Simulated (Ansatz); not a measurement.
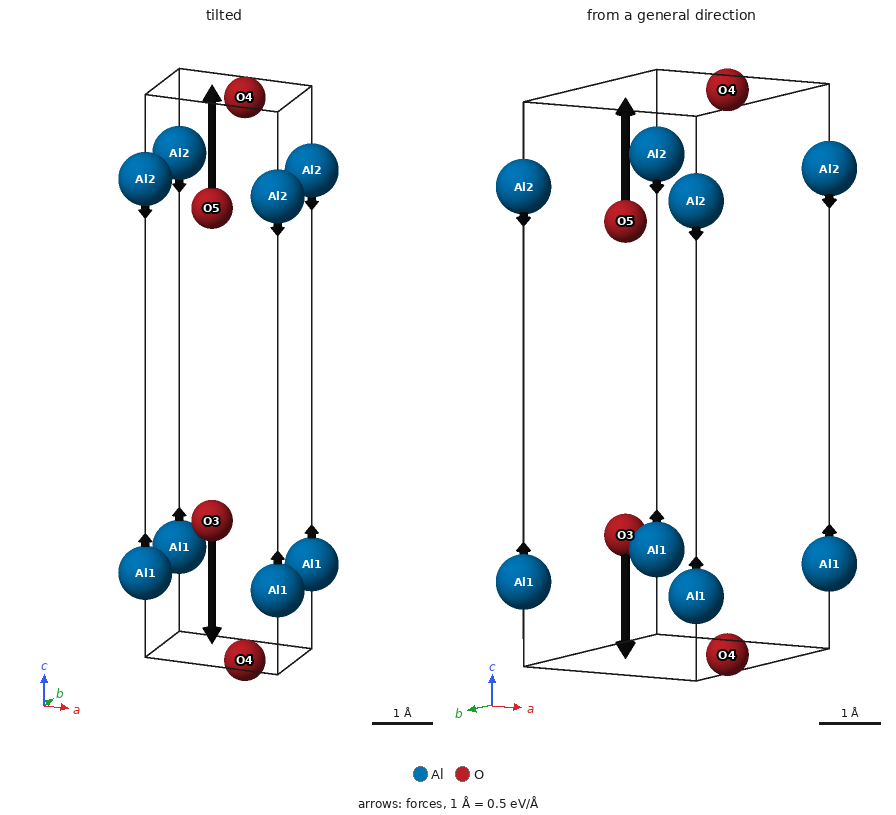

Spheres-only drawing of the structure, looking slightly off an axis and from a general direction. The simulation cell is outlined; an atom on or near a face, edge or corner is repeated at each equivalent position. The arrows are the computed forces on the atoms.

System: Al$_{2}$O$_{3}$. The numbers come from DFT PBE+D3(BJ), scalar-relativistic, plane waves, PAW in Ansatz, using cutoff 420 eV, a 12×12×4 sampling of the Brillouin zone, Gaussian smearing of 0.05 eV, no spin polarisation.

Q: Are the atoms in equilibrium?

A: No. The atoms still feel forces of up to about 0.9 eV/Å, far above a usual threshold of 0.01 to 0.03 eV/Å.

Q: Which atom has the biggest force on it?

A: O3 and O5, about 0.9 eV/Å.

The structure was taken from a structure listed in the Materials Project. The cell was then strained or its atoms displaced on purpose. A calculation with Ansatz used it as input.
